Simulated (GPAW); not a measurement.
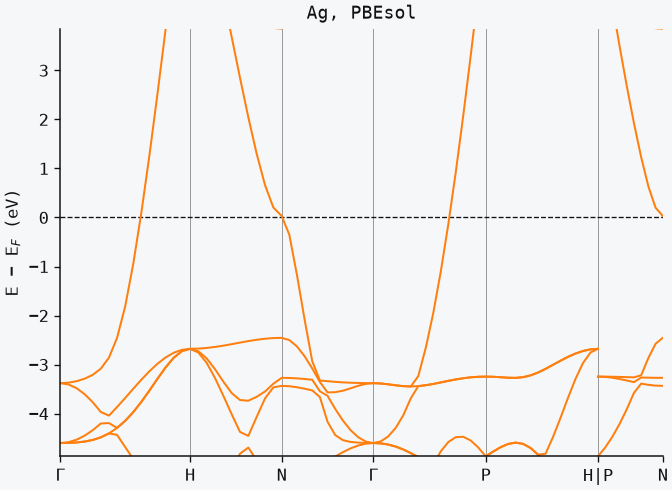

Band structure. Energies are counted from the Fermi level.

Question: Which Bravais lattice do the labels of the path belong to?

Answer: A body-centred cubic lattice: the path Γ–H–N–Γ–P–H|P–N runs through the special points of its Brillouin zone.

Structure: bcc Ag, space group Im-3m (No. 229), 1 atom in the primitive cell; cubic a = 3.311 Å.

GPAW; PBEsol, PAW data sets generated in the run's folder for this functional, no spin polarisation, no spin-orbit coupling, 11×11×11 k mesh, 600 eV cutoff, Fermi-Dirac smearing of 0.05 eV.

Question: Is there a gap at the Fermi level?

Answer: A metal: 1 band crosses the Fermi level along this path.

The k mesh is thin for a metal, so its Fermi level is uncertain. The cell is at −7 GPa in this functional. This isn't the form of Ag at room conditions, which is fcc.
